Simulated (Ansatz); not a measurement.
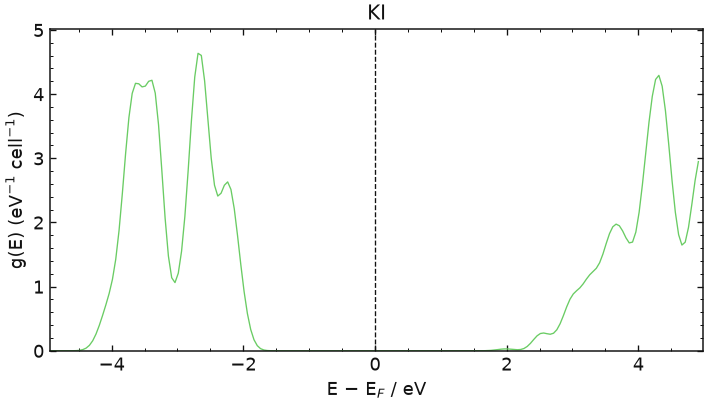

Density of states. Energies are counted from the Fermi level, put mid-gap where there is a gap. The curve is built from the levels of the k mesh with Gaussians 0.3 eV wide, which also blur the band edges.

System: KI, space group R-3m, 2 atoms in the cell, CsCl type, epitaxial (111) strain +2.6%.

Computed with Ansatz 0.2.0: DFT, r2SCAN, plane waves, PAW, no spin polarisation, 6×6×6 k mesh, 500 eV cutoff.

**Is there a gap at the Fermi level, and how wide?**

There is a gap; over the k points computed it is 3.98 eV (indirect; the smallest direct gap is 4.29 eV).

**How wide is the upper valence band?**

The upper group of valence states starts about 2.2 eV under the valence-band top (which lies at −2.0 eV on this axis), with a gap beneath it; it holds about 6 electrons a cell.

Spin-orbit coupling is left out, which matters for I.
